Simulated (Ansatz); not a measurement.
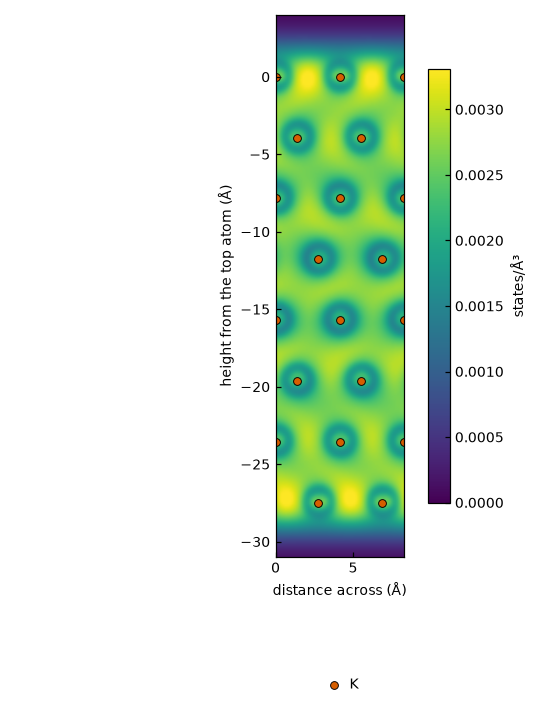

Density of all states between −0.50 and −0.25 eV (zero: the Fermi level) of K(001) (P6_3/mmc bulk, the cell from a database of computed structures, not from a measurement, 8 atomic planes (those closer than 0.6 Å count as one), 27 Å): side view, averaged along the second cell vector.

The picture shows the smooth PAW orbitals' density alone; the shares below count all of it.

Computed with DFT PBE, scalar-relativistic, plane waves, PAW (Ansatz 0.2.0). Cutoff 420 eV, 15 × 15 k-points, Gaussian smearing 0.1 eV, dipole correction. The slab is a cut without reconstruction beyond its cell, at the source's lattice constants, with its lower half held fixed and the rest relaxed. This isn't the element's usual bcc form. No spin polarisation. The run warns that the functional's potential is rough in the thin density of the vacuum, where the tip is; weak contrasts and barriers may feel it.

**Where in the slab do these states sit?**

The window holds 1.6 states per cell. Shares by plane (space cut midway between planes), top to bottom: K 14 %, K 12 %, K 12 %, K 12 %, K 12 %, K 12 %, K 12 %, K 14 %; the outer planes' shares include the vacuum, and density in a gap between layers is shared out between the planes on either side. The states spread through the slab.
